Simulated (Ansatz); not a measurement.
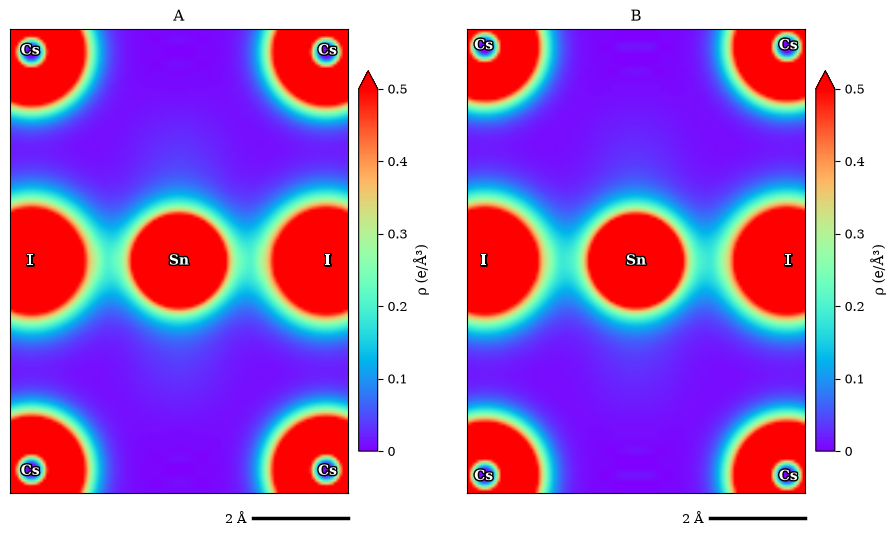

CsSnI$_{3}$. The valence pseudo-density of two cells that differ in size, on the (110) plane of each (indices in the axes of the calculation cell), at one length scale and on one colour scale: B has 53.4 Å³ an atom and A 49.6.

Theory: DFT PBE, scalar-relativistic, plane waves, PAW in Ansatz 0.2.0.

The larger cell:

```
Cs Sn I
1.0
     6.43864    0.00000    0.00000
     0.00000    6.43864    0.00000
     0.00000    0.00000    6.43864
Cs Sn I
1 1 3
Direct
  0.00000 0.00000 0.00000
  0.50000 0.50000 0.50000
  0.00000 0.50000 0.50000
  0.50000 0.00000 0.50000
  0.50000 0.50000 0.00000
```

The smaller cell: a = 6.283 Å, b = 6.283 Å, c = 6.283 Å, α = 90.00°, β = 90.00°, γ = 90.00°.

### What does the compression do to the bonding and the properties?

From the larger cell to the smaller, Cs–I goes from 4.55 to 4.44 Å, and the density at its midpoint from 0.02 to 0.02 e/Å³; Sn–I goes from 3.22 to 3.14 Å, and the density at its midpoint from 0.19 to 0.21 e/Å³; the pressure goes from −0.9 to 0.0 GPa; the Kohn–Sham gap goes from 0.76 eV to 0.48 eV.
